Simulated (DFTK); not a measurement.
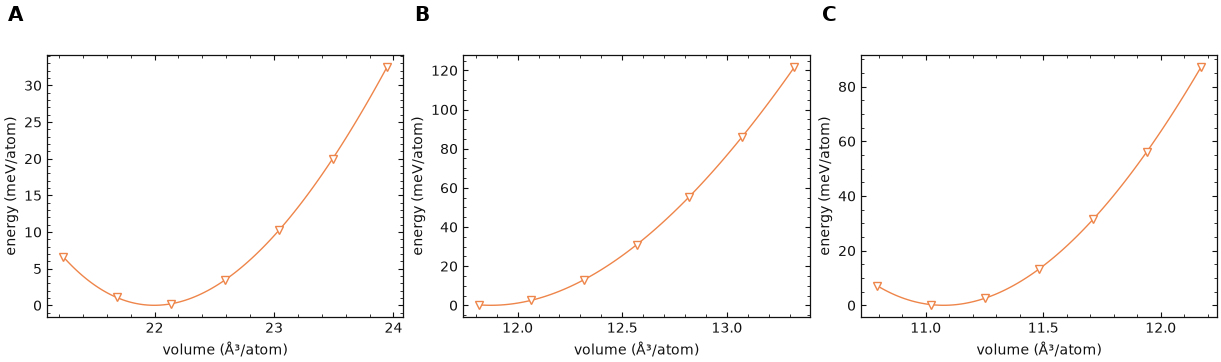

Each panel shows the energy against volume for one of these solids: GaAs, F-43m (No. 216); HfC, Fm-3m (No. 225); HfN, Fm-3m (No. 225).

Computed with DFTK 0.8.2: plane-wave DFT, no spin polarisation; energies at scaled volumes of the given cell, shape and fractions fixed, counted from the fit's minimum, third-order Birch-Murnaghan fit. Level: LDA.

Which panel belongs to which solid?

A is GaAs (energy from 0.17 meV/atom to 32.48 meV/atom, V0 22 Å³/atom, B0 73.9 GPa); B is HfC (energy from 0 meV/atom to 122 meV/atom, V0 11.87 Å³/atom, B0 267 GPa); C is HfN (energy from 0.23 meV/atom to 87.10 meV/atom, V0 11.08 Å³/atom, B0 304 GPa).
